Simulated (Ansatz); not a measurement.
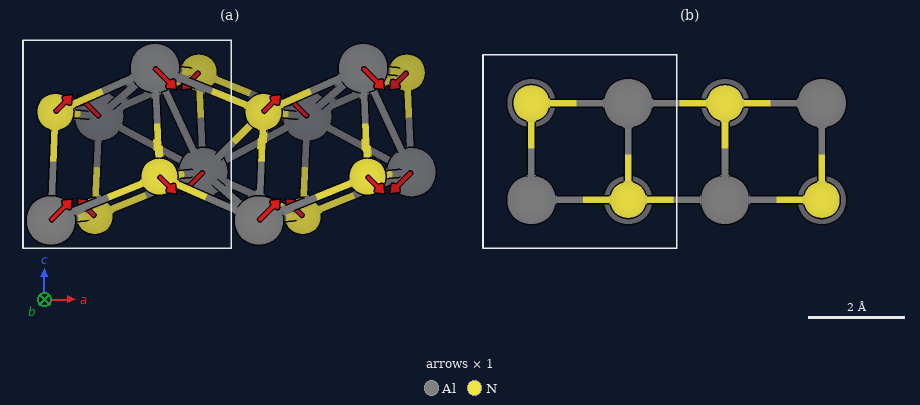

The structure of crystalline AlN (built on the FeSi (B20)_198 type) (coarse preliminary run) before (left) and after (right) a relaxation, at one scale. The red arrows give the displacements (the part carried along by the change of the cell is left out), at their true length.

A ball-and-stick model of the cell of the calculation, repeated 2 × 1 × 1 with one cell outlined, seen along the b axis.

Case: FeSi (B20) type (P2_13, No. 198).

All numbers below come from Ansatz 0.2.0, DFT r2SCAN, scalar-relativistic, plane waves, PAW. Set-up: plane-wave cutoff 500 eV; k-point mesh 4 × 4 × 4; occupations gaussian; smearing width 0.1 eV; no spin polarisation; cell and atoms relaxed; force threshold 0.04 eV/Å; at most 70 steps.

Question: What changed between the two?

Answer: The energy falls by 14.411 eV per cell of the calculation in 8 accepted moves (9 points after the start). The largest force component goes from 1.8 to 0.00013 eV/Å. Pressure: −21.85 GPa at the start and −0.02 GPa at the end. The SCF was repeated once at an unchanged geometry on a basis and grid sized afresh for the cell, which shifted the energy by 3.4 meV per cell of the calculation at most. The largest moves relative to the cell, 0.81 Å, are those of Al atoms. By element the largest moves are Al 0.81 Å, N 0.66 Å. Cell: a = b = c 4.341 → 4.038 Å (−7.0 %). Volume −19.5 %. Among the contacts that change: Al–N 2.176 → 3.497 Å, Al–N 2.443 → 2.019 Å, Al–N 2.271 → 2.019 Å, Al–Al 2.660 → 2.855 Å. Bonds break: Al–N (2.18 → 3.50 Å). Bond angles that change, for instance: N–Al–N 112.9° → 90.0°, Al–N–Al 71.7° → 90.0°. The space group (tolerance 0.01 Å) goes from P2_13 (No. 198) to Fm-3m (No. 225).
